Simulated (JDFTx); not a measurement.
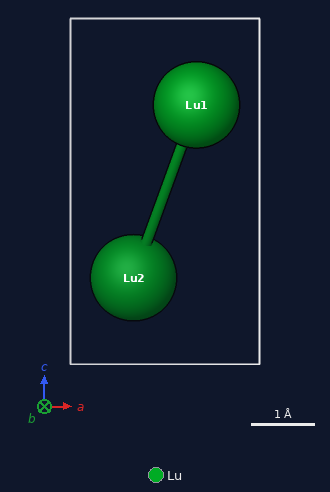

Figure 1. The starting structure (ball-and-stick view of the cell of the calculation, along the b axis; atoms are numbered from 1 in the order of the input). An atom can appear more than once, as a periodic image. Near neighbours in the periodic cell (some may lie outside the picture): Lu has 12 Lu at 3.43 to 3.50 Å.

Lu: geometry relaxation (part 1 of 2)

System: Lu (P6₃/mmc, 2 atoms in the cell).
Method: Kohn-Sham DFT of a periodic cell, PBE with D3, PseudoDojo-SR-PBE-0.5-standard, no spin polarisation (JDFTx 1.7.0 (patched build)).

The structure derives from an entry of the Crystallography Open Database.

Log
```
*************** JDFTx 1.7.0 (patched build) ***************

Input parsed successfully to the following command list (including defaults):
[... the input with its defaults ...]

---------- Setting up symmetries ----------

Found 24 point-group symmetries of the bravais lattice
Found 24 space-group symmetries with basis
Applied RMS atom displacement 3.822e-10 bohrs to make symmetries exact.

---------- Initializing the Grid ----------
R =
[       6.6199     -3.30995            0  ]
[            0        5.733            0  ]
[            0            0      10.4897  ]
unit cell volume = 398.103
G =
[   0.949136   0.547984         -0  ]
[          0    1.09597          0  ]
[          0         -0   0.598987  ]
Minimum fftbox size, Smin = [  60  60  96  ]
Chosen fftbox size, S = [  60  60  96  ]

---------- Initializing tighter grid for wavefunction operations ----------
R =
[       6.6199     -3.30995            0  ]
[            0        5.733            0  ]
[            0            0      10.4897  ]
unit cell volume = 398.103
G =
[   0.949136   0.547984         -0  ]
[          0    1.09597          0  ]
[          0         -0   0.598987  ]
Minimum fftbox size, Smin = [  44  44  68  ]
Chosen fftbox size, S = [  48  48  70  ]

---------- Exchange Correlation functional ----------
Initalized PBE GGA exchange.
Initalized PBE GGA correlation.

---------- Setting up pseudopotentials ----------
Width of ionic core gaussian charges (only for fluid interactions / plotting) set to 0

Reading pseudopotential file 'pseudo/Lu.upf':
  'Lu' pseudopotential, 'PBE' functional
  Generated using ONCVPSP code by D. R. Hamann
  25 valence electrons, 5 orbitals, 8 projectors, 1001 radial grid points, with lMax = 3
    5S    l: 0   occupation:  2.0   eigenvalue: -2.243885
    5P    l: 1   occupation:  6.0   eigenvalue: -1.163543
    4F    l: 3   occupation: 14.0   eigenvalue: -0.353670
    5D    l: 2   occupation:  1.0   eigenvalue: -0.064294
    6S    l: 0   occupation:  2.0   eigenvalue: -0.171228
  Core radius for overlap checks: 1.81 bohrs.

Initialized 1 species with 2 total atoms.

Folded 1 k-points by 6x6x3 to 108 k-points.

---------- Setting up k-points, bands, fillings ----------
Reduced to 14 k-points under symmetry.
Computing the number of bands and number of electrons
Calculating initial fillings.
nElectrons:  50.000000   nBands: 33   nStates: 14

----- Setting up reduced wavefunction bases (one per k-point) -----
average nbasis = 6721.991 , ideal nbasis = 6722.715

Initializing DFT-D3 calculator:
	Parameters set for gga-PBE functional
	s6:  1.000  s_r6:  1.217
	s8:  0.722  s_r8:  1.000
	Per-atom parameters loaded for:
	Lu:  sqrtQ[a0]:  7.835  Rcov[a0]:  2.759  CN: [ 0.00 2.92 ]

---------- Setting up ewald sum ----------
Optimum gaussian width for ewald sums = 2.614590 bohr.
Real space sum over 1521 unit cells with max indices [  6  6  4  ]
Reciprocal space sum over 2057 terms with max indices [  5  5  8  ]

Computing DFT-D3 correction:
# coordination-number Lu 10.841 10.841
# diagonal-C6 Lu 411.57 411.57
EvdW_6 =   -0.008302
EvdW_8 =   -0.014769

---------- Allocating electronic variables ----------
Initializing wave functions:  linear combination of atomic orbitals
Lu pseudo-atom occupations:   s ( 2 2 )  p ( 6 )  d ( 1 )  f ( 14 )
	FillingsUpdate:  mu: +0.548570361  nElectrons: 50.000000
LCAOMinimize: Iter:   0  F: -468.0168273448480249  |grad|_K:  6.471e-05  alpha:  1.000e+00
	FillingsUpdate:  mu: +0.548752002  nElectrons: 50.000000
LCAOMinimize: Iter:   1  F: -468.0168584953132154  |grad|_K:  1.858e-06  alpha:  8.711e-01  linmin: -1.688e-02  cgtest:  3.481e-01
LCAOMinimize: Encountered beta<0, resetting CG.
	FillingsUpdate:  mu: +0.548753303  nElectrons: 50.000000
LCAOMinimize: Iter:   2  F: -468.0168585245769464  |grad|_K:  1.063e-07  alpha:  9.885e-01  linmin: -1.034e-03  cgtest:  4.920e-03
	FillingsUpdate:  mu: +0.548753164  nElectrons: 50.000000
LCAOMinimize: Iter:   3  F: -468.0168585246556745  |grad|_K:  4.644e-09  alpha:  8.118e-01  linmin: -5.358e-02  cgtest:  5.022e-01
LCAOMinimize: Encountered beta<0, resetting CG.
LCAOMinimize: Converged (|Delta F|<1.000000e-06 for 2 iters).

--------- Lattice Minimization ---------

Computing DFT-D3 correction:
# coordination-number Lu 10.841 10.841
# diagonal-C6 Lu 411.57 411.57
EvdW_6 =   -0.008302
EvdW_8 =   -0.014769

-------- Electronic minimization -----------
Will mix electronic density at each iteration.
	FillingsUpdate:  mu: +0.548753164  nElectrons: 50.000000
	FillingsUpdate:  mu: +0.535499922  nElectrons: 50.000000
SCF: Cycle:  0   F: -468.057907427109114   dF: -4.105e-02   |Residual|: 3.835e-02   |deigs|: 1.099e-02
	FillingsUpdate:  mu: +0.533188010  nElectrons: 50.000000
SCF: Cycle:  1   F: -468.059700055550479   dF: -1.793e-03   |Residual|: 2.048e-02   |deigs|: 1.103e-02
	FillingsUpdate:  mu: +0.531683925  nElectrons: 50.000000
SCF: Cycle:  2   F: -468.060064383099245   dF: -3.643e-04   |Residual|: 1.015e-02   |deigs|: 7.139e-03
	FillingsUpdate:  mu: +0.531605713  nElectrons: 50.000000
SCF: Cycle:  3   F: -468.060065395899585   dF: -1.013e-06   |Residual|: 4.051e-03   |deigs|: 1.624e-03
	FillingsUpdate:  mu: +0.531420854  nElectrons: 50.000000
SCF: Cycle:  4   F: -468.060081075384119   dF: -1.568e-05   |Residual|: 1.859e-03   |deigs|: 1.170e-03
	FillingsUpdate:  mu: +0.531529529  nElectrons: 50.000000
SCF: Cycle:  5   F: -468.060081445730020   dF: -3.703e-07   |Residual|: 1.742e-03   |deigs|: 2.738e-04
	FillingsUpdate:  mu: +0.531392465  nElectrons: 50.000000
SCF: Cycle:  6   F: -468.060083955990763   dF: -2.510e-06   |Residual|: 8.453e-04   |deigs|: 6.355e-04
	FillingsUpdate:  mu: +0.531390129  nElectrons: 50.000000
SCF: Cycle:  7   F: -468.060084134886779   dF: -1.789e-07   |Residual|: 5.798e-04   |deigs|: 3.569e-05
	FillingsUpdate:  mu: +0.531393940  nElectrons: 50.000000
SCF: Cycle:  8   F: -468.060084304071552   dF: -1.692e-07   |Residual|: 5.507e-05   |deigs|: 1.106e-04
	FillingsUpdate:  mu: +0.531396596  nElectrons: 50.000000
SCF: Cycle:  9   F: -468.060084338496040   dF: -3.442e-08   |Residual|: 2.425e-04   |deigs|: 3.711e-05
	FillingsUpdate:  mu: +0.531396407  nElectrons: 50.000000
SCF: Cycle: 10   F: -468.060084370439881   dF: -3.194e-08   |Residual|: 7.086e-05   |deigs|: 2.755e-05
	FillingsUpdate:  mu: +0.531397086  nElectrons: 50.000000
SCF: Cycle: 11   F: -468.060084381412025   dF: -1.097e-08   |Residual|: 4.264e-05   |deigs|: 7.219e-06
	FillingsUpdate:  mu: +0.531397925  nElectrons: 50.000000
SCF: Cycle: 12   F: -468.060084390032500   dF: -8.620e-09   |Residual|: 5.032e-05   |deigs|: 4.841e-06
	FillingsUpdate:  mu: +0.531398736  nElectrons: 50.000000
SCF: Cycle: 13   F: -468.060084393893760   dF: -3.861e-09   |Residual|: 2.529e-05   |deigs|: 8.600e-06
	FillingsUpdate:  mu: +0.531398551  nElectrons: 50.000000
SCF: Cycle: 14   F: -468.060084395763795   dF: -1.870e-09   |Residual|: 6.390e-06   |deigs|: 3.243e-06
	FillingsUpdate:  mu: +0.531398771  nElectrons: 50.000000
SCF: Cycle: 15   F: -468.060084397212108   dF: -1.448e-09   |Residual|: 1.961e-06   |deigs|: 8.679e-07
	FillingsUpdate:  mu: +0.531398693  nElectrons: 50.000000
SCF: Cycle: 16   F: -468.060084397832043   dF: -6.199e-10   |Residual|: 2.439e-06   |deigs|: 8.985e-07
	FillingsUpdate:  mu: +0.531398673  nElectrons: 50.000000
SCF: Cycle: 17   F: -468.060084398343292   dF: -5.112e-10   |Residual|: 3.802e-06   |deigs|: 3.216e-07
SCF: Converged (|Delta E|<1.000000e-09 for 2 iters).

Setting wave functions to eigenvectors of Hamiltonian

Computing DFT-D3 correction:
# coordination-number Lu 10.841 10.841
# diagonal-C6 Lu 411.57 411.57
EvdW_6 =   -0.008302
EvdW_8 =   -0.014769
# Lattice vectors:
R =
[       6.6199     -3.30995            0  ]
[            0        5.733            0  ]
[            0            0      10.4897  ]
unit cell volume = 398.103

# Strain tensor in Cartesian coordinates:
[            0            0            0  ]
[            0            0            0  ]
[            0            0            0  ]

# Stress tensor in Cartesian coordinates [Eh/a0^3]:
[  9.75594e-05            0            0  ]
[            0  9.75594e-05            0  ]
[            0            0  0.000117839  ]

# Ionic positions in lattice coordinates:
ion Lu   0.666666666666667   0.333333333333333   0.750000000000000 1
ion Lu   0.333333333333333   0.666666666666667   0.250000000000000 1

# Forces in Cartesian coordinates:
force Lu  -0.000000000000000   0.000000000000000   0.000000000000000 1
force Lu   0.000000000000000  -0.000000000000000   0.000000000000000 1

# Energy components:
   Eewald =     -309.1158805121663704
       EH =      170.2077671549922115
     Eloc =     -479.1212504011983242
      Enl =     -108.2095035173086330
     EvdW =       -0.0230714123144723
      Exc =      -74.2071406820886494
 Exc_core =       24.9382263866164529
       KE =      307.4717655677791868
-------------------------------------
     Etot =     -468.0590874156885661
       TS =        0.0009969826547542
-------------------------------------
        F =     -468.0600843983432924

LatticeMinimize: Iter:   0  F: -468.060084398343292  |grad|_K:  9.819e-03

#--- Lowdin population analysis ---
# oxidation-state Lu +0.057 +0.057

Computing DFT-D3 correction:
# coordination-number Lu 10.862 10.862
# diagonal-C6 Lu 411.57 411.57
EvdW_6 =   -0.008325
EvdW_8 =   -0.014811

-------- Electronic minimization -----------
Will mix electronic density at each iteration.
	FillingsUpdate:  mu: +0.531398673  nElectrons: 50.000000
	FillingsUpdate:  mu: +0.532754138  nElectrons: 50.000000
SCF: Cycle:  0   F: -468.060179257573793   dF: -1.953e-05   |Residual|: 3.022e-04   |deigs|: 4.785e-06
	FillingsUpdate:  mu: +0.532755381  nElectrons: 50.000000
SCF: Cycle:  1   F: -468.060179297005845   dF: -3.943e-08   |Residual|: 1.540e-04   |deigs|: 2.730e-05
	FillingsUpdate:  mu: +0.532758281  nElectrons: 50.000000
SCF: Cycle:  2   F: -468.060179311768707   dF: -1.476e-08   |Residual|: 6.249e-05   |deigs|: 1.946e-05
	FillingsUpdate:  mu: +0.532758238  nElectrons: 50.000000
SCF: Cycle:  3   F: -468.060179314229686   dF: -2.461e-09   |Residual|: 7.141e-05   |deigs|: 7.598e-07
	FillingsUpdate:  mu: +0.532759103  nElectrons: 50.000000
SCF: Cycle:  4   F: -468.060179315829544   dF: -1.600e-09   |Residual|: 6.366e-05   |deigs|: 6.633e-06
	FillingsUpdate:  mu: +0.532760451  nElectrons: 50.000000
SCF: Cycle:  5   F: -468.060179317104200   dF: -1.275e-09   |Residual|: 5.261e-05   |deigs|: 7.892e-06
	FillingsUpdate:  mu: +0.532760291  nElectrons: 50.000000
SCF: Cycle:  6   F: -468.060179317284451   dF: -1.803e-10   |Residual|: 4.937e-05   |deigs|: 7.574e-07
	FillingsUpdate:  mu: +0.532760419  nElectrons: 50.000000
SCF: Cycle:  7   F: -468.060179317679001   dF: -3.946e-10   |Residual|: 4.018e-05   |deigs|: 1.367e-06
SCF: Converged (|Delta E|<1.000000e-09 for 2 iters).

Setting wave functions to eigenvectors of Hamiltonian

Computing DFT-D3 correction:
# coordination-number Lu 10.862 10.862
# diagonal-C6 Lu 411.57 411.57
EvdW_6 =   -0.008325
EvdW_8 =   -0.014811
LatticeMinimize: 	Wolfe criterion not satisfied: alpha: 1  (E-E0)/|gdotd0|: -0.98449  gdotd/gdotd0: 0.977527 (taking cubic step)

Computing DFT-D3 correction:
# coordination-number Lu 10.903 10.903
# diagonal-C6 Lu 411.57 411.57
EvdW_6 =   -0.008369
EvdW_8 =   -0.014895

-------- Electronic minimization -----------
Will mix electronic density at each iteration.
	FillingsUpdate:  mu: +0.532760419  nElectrons: 50.000000
	FillingsUpdate:  mu: +0.535479068  nElectrons: 50.000000
SCF: Cycle:  0   F: -468.060360937460985   dF: -7.837e-05   |Residual|: 6.330e-04   |deigs|: 1.861e-05
	FillingsUpdate:  mu: +0.535480557  nElectrons: 50.000000
SCF: Cycle:  1   F: -468.060361112101816   dF: -1.746e-07   |Residual|: 3.099e-04   |deigs|: 6.244e-05
	FillingsUpdate:  mu: +0.535485674  nElectrons: 50.000000
SCF: Cycle:  2   F: -468.060361167466397   dF: -5.536e-08   |Residual|: 1.141e-04   |deigs|: 3.910e-05
	FillingsUpdate:  mu: +0.535486483  nElectrons: 50.000000
SCF: Cycle:  3   F: -468.060361184974852   dF: -1.751e-08   |Residual|: 9.242e-05   |deigs|: 9.720e-06
	FillingsUpdate:  mu: +0.535492085  nElectrons: 50.000000
SCF: Cycle:  4   F: -468.060361192699929   dF: -7.725e-09   |Residual|: 3.697e-05   |deigs|: 3.684e-05
	FillingsUpdate:  mu: +0.535492029  nElectrons: 50.000000
SCF: Cycle:  5   F: -468.060361194975599   dF: -2.276e-09   |Residual|: 2.151e-05   |deigs|: 4.189e-06
	FillingsUpdate:  mu: +0.535491733  nElectrons: 50.000000
SCF: Cycle:  6   F: -468.060361196051360   dF: -1.076e-09   |Residual|: 1.055e-05   |deigs|: 2.726e-06
	FillingsUpdate:  mu: +0.535491448  nElectrons: 50.000000
SCF: Cycle:  7   F: -468.060361196437327   dF: -3.860e-10   |Residual|: 2.308e-06   |deigs|: 2.748e-06
	FillingsUpdate:  mu: +0.535491383  nElectrons: 50.000000
SCF: Cycle:  8   F: -468.060361196628264   dF: -1.909e-10   |Residual|: 2.145e-06   |deigs|: 1.902e-07
SCF: Converged (|Delta E|<1.000000e-09 for 2 iters).

Setting wave functions to eigenvectors of Hamiltonian

Computing DFT-D3 correction:
# coordination-number Lu 10.903 10.903
# diagonal-C6 Lu 411.57 411.57
EvdW_6 =   -0.008369
EvdW_8 =   -0.014895
LatticeMinimize: 	Wolfe criterion not satisfied: alpha: 3  (E-E0)/|gdotd0|: -2.87091  gdotd/gdotd0: 0.915199 (taking cubic step)

Computing DFT-D3 correction:
# coordination-number Lu 10.983 10.983
# diagonal-C6 Lu 411.57 411.57
EvdW_6 =   -0.008460
EvdW_8 =   -0.015067

-------- Electronic minimization -----------
Will mix electronic density at each iteration.
	FillingsUpdate:  mu: +0.535491383  nElectrons: 50.000000
	FillingsUpdate:  mu: +0.540952831  nElectrons: 50.000000
SCF: Cycle:  0   F: -468.060691511327377   dF: -3.144e-04   |Residual|: 1.216e-03   |deigs|: 7.489e-05
	FillingsUpdate:  mu: +0.540955513  nElectrons: 50.000000
SCF: Cycle:  1   F: -468.060692189410474   dF: -6.781e-07   |Residual|: 5.968e-04   |deigs|: 1.182e-04
	FillingsUpdate:  mu: +0.540965468  nElectrons: 50.000000
SCF: Cycle:  2   F: -468.060692399428547   dF: -2.100e-07   |Residual|: 2.175e-04   |deigs|: 7.230e-05
	FillingsUpdate:  mu: +0.540967329  nElectrons: 50.000000
SCF: Cycle:  3   F: -468.060692463042415   dF: -6.361e-08   |Residual|: 1.699e-04   |deigs|: 2.093e-05
	FillingsUpdate:  mu: +0.540978118  nElectrons: 50.000000
SCF: Cycle:  4   F: -468.060692495850958   dF: -3.281e-08   |Residual|: 7.944e-05   |deigs|: 6.969e-05
	FillingsUpdate:  mu: +0.540977598  nElectrons: 50.000000
SCF: Cycle:  5   F: -468.060692504299936   dF: -8.449e-09   |Residual|: 4.053e-05   |deigs|: 1.056e-05
	FillingsUpdate:  mu: +0.540977206  nElectrons: 50.000000
SCF: Cycle:  6   F: -468.060692507810586   dF: -3.511e-09   |Residual|: 1.669e-05   |deigs|: 4.940e-06
	FillingsUpdate:  mu: +0.540976686  nElectrons: 50.000000
SCF: Cycle:  7   F: -468.060692509221951   dF: -1.411e-09   |Residual|: 4.718e-06   |deigs|: 4.691e-06
	FillingsUpdate:  mu: +0.540976719  nElectrons: 50.000000
SCF: Cycle:  8   F: -468.060692509979106   dF: -7.572e-10   |Residual|: 4.880e-06   |deigs|: 1.538e-07
	FillingsUpdate:  mu: +0.540976724  nElectrons: 50.000000
SCF: Cycle:  9   F: -468.060692510244849   dF: -2.657e-10   |Residual|: 3.229e-06   |deigs|: 2.776e-07
SCF: Converged (|Delta E|<1.000000e-09 for 2 iters).

Setting wave functions to eigenvectors of Hamiltonian

Computing DFT-D3 correction:
# coordination-number Lu 10.983 10.983
# diagonal-C6 Lu 411.57 411.57
EvdW_6 =   -0.008460
EvdW_8 =   -0.015067
# Lattice vectors:
R =
[      6.58669     -3.29335            0  ]
[            0      5.70424            0  ]
[            0            0      10.4261  ]
unit cell volume = 391.732

# Strain tensor in Cartesian coordinates:
[  -0.00501659            0            0  ]
[            0  -0.00501659            0  ]
[            0            0  -0.00605758  ]

# Stress tensor in Cartesian coordinates [Eh/a0^3]:
[  7.84919e-05            0            0  ]
[            0  7.84919e-05            0  ]
[            0            0  9.74896e-05  ]

# Ionic positions in lattice coordinates:
ion Lu   0.666666666666667   0.333333333333333   0.750000000000000 1
ion Lu   0.333333333333333   0.666666666666667   0.250000000000000 1

# Forces in Cartesian coordinates:
force Lu   0.000000000000000   0.000000000000000   0.000000000000000 1
force Lu  -0.000000000000000  -0.000000000000000   0.000000000000000 1

# Energy components:
   Eewald =     -310.7800370160676948
       EH =      169.0928459026193877
     Eloc =     -476.3505575828699534
      Enl =     -108.1856860570789820
     EvdW =       -0.0235271587799983
      Exc =      -74.2159899062843920
 Exc_core =       24.9382258538444006
       KE =      307.4649443663919897
-------------------------------------
     Etot =     -468.0597815982251291
       TS =        0.0009109120197192
-------------------------------------
        F =     -468.0606925102448486

LatticeMinimize: Iter:   1  F: -468.060692510244849  |grad|_K:  7.867e-03  alpha:  7.000e+00  linmin: -9.999e-01

#--- Lowdin population analysis ---
# oxidation-state Lu +0.054 +0.054

Computing DFT-D3 correction:
# coordination-number Lu 11.484 11.484
# diagonal-C6 Lu 411.57 411.57
EvdW_6 =   -0.009100
EvdW_8 =   -0.016390
```
